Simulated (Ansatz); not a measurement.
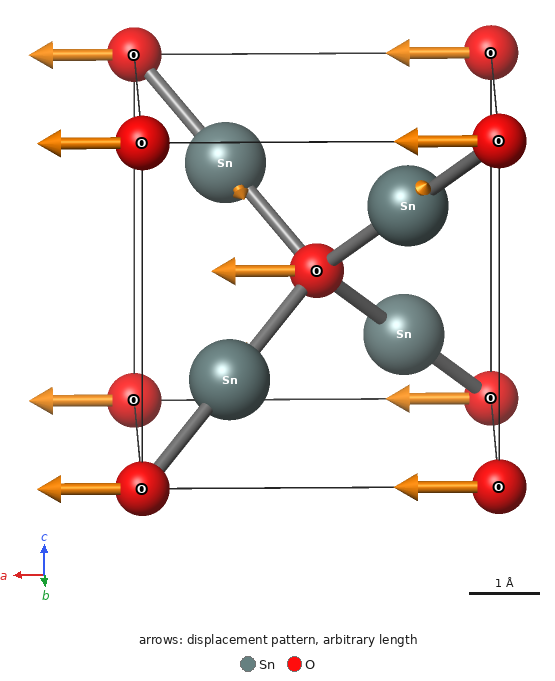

One vibrational mode of a crystal of Sn$_{2}$O (a generated structure) at the zone centre. The orange arrows give the relative displacements of the atoms. The picture is a ball-and-stick view of the cell of the calculation, seen from a free direction.

Level of theory: DFT PBEsol, scalar-relativistic, plane waves, PAW (Ansatz). (plane-wave cutoff 420 eV; k-point mesh 8 × 8 × 8; occupations fermi dirac; smearing width 0.15 eV; no spin polarisation)

The frequencies depend somewhat on the k-mesh and the smearing.

Q: Describe the mode and give its frequency.

A: This is the T₁u mode (triply degenerate; one member of the set is drawn) at 191 cm⁻¹, optical level 4 of 6, counted from below (1 lower level is imaginary, so the structure is unstable), infrared-active by symmetry. The kinetic energy is shared as O 69 %, Sn 31 %. The crystal is a metal, so free carriers screen the infrared response.
